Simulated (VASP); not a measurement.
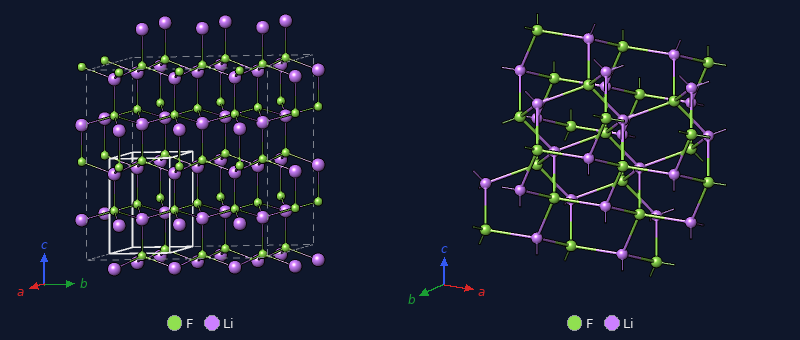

Left: the structure. Right: its underlying net. Nodes are coloured by element. Short stubs are edges that leave the cut-out.

System LiF (space group P6_3mc, No. 186); source of the atomic positions: coordinates from a relaxation with VASP Kohn-Sham DFT of a periodic cell, r2SCAN, VASP PAW PBE potentials, recommended (VASP 6.6.1).

Bonds are taken as F–Li below 2.1 Å; no other contact counts. The graph is simplified in the usual way: terminal and isolated atoms are pruned, two-connected atoms become edges.

The result is a uninodal 4-connected, three-periodic net: F and Li are 4-connected nodes. It is the lon net, known from lonsdaleite, wurtzite and tridymite. It is a single net, without interpenetration.

```csv
node,links,point symbol,coordination sequence
F and Li,4,6^6,4 12 25 44 67 96 130 170
```
